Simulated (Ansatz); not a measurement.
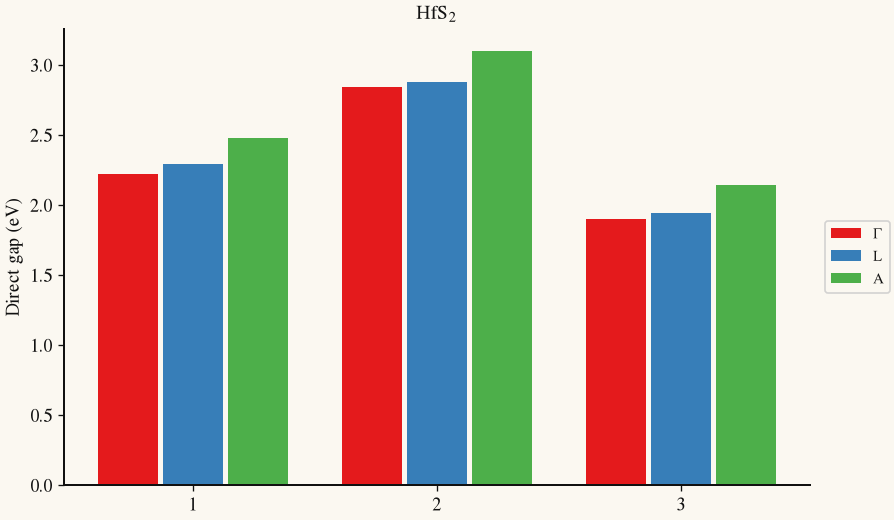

Direct gap at each named k point, by several methods on one cell of CdI2-type HfS₂, space group P-3m1, 3 atoms in the cell, relaxed with r2SCAN+rVV10, then under −0.54 % uniaxial z strain; a = 3.630 Å, c = 5.847 Å (hexagonal axes). All runs are without spin-orbit coupling and carry no moments. Points keep the names that they have in the unstrained cell. The names follow the standardised cell of this lattice; in reduced coordinates of the cell that was run, L is (0.5, 0, 0.5) and A is (0, 0, 0.5). The smallest gap is indirect or lies off these points.

Question: Which column is which method? They are HSE06, PBE and r2SCAN.

Answer: 1 is r2SCAN; 2 is HSE06; 3 is PBE.

| method | program | Γ (eV) | L (eV) | A (eV) |
| --- | --- | --- | --- | --- |
| PBE | Ansatz | 1.90 | 1.94 | 2.14 |
| r2SCAN | Ansatz | 2.22 | 2.29 | 2.48 |
| HSE06 | Ansatz | 2.84 | 2.88 | 3.10 |

Question: Does HSE06 open these direct gaps by one amount over PBE?

Answer: The shifts are +0.94 eV at Γ, +0.94 eV at L and +0.96 eV at A, and at points that aren't plotted +0.99 eV (M), +1.21 eV (K) and +1.22 eV (H): over the named points that both runs hold, a spread of 0.28 eV on a mean of 1.04 eV, so one shift describes them only roughly.

Settings. PBE: Ansatz PAW set, 12×12×4 k mesh, 420 eV cutoff, Fermi-Dirac smearing of 0.02 eV (Ansatz). r2SCAN: Ansatz PAW set, 12×12×4 k mesh, 500 eV cutoff, fixed occupations (Ansatz). HSE06: Ansatz PAW set, 6×6×4 k mesh, 420 eV cutoff, fixed occupations (Ansatz 0.2.0).

Spin-orbit coupling is left out, which matters for Hf. The cell was built by a generator and needn't be a form met in nature. LDA, GGA and most meta-GGA functionals understate gaps. r2SCAN and HSE06: the PAW data sets were made with another functional. HSE06: the k mesh is thin for exact exchange. Over all k points computed the smallest gap is 1.00 eV in PBE, 1.32 eV in r2SCAN and 1.82 eV in HSE06, from the valence top at a point off the named ones to the conduction bottom at L. The names follow the standardised cell of this lattice; in reduced coordinates of the cell that was run, M is (0.5, 0, 0), K is (0.333, 0.333, 0) and H is (0.333, 0.333, 0.5).
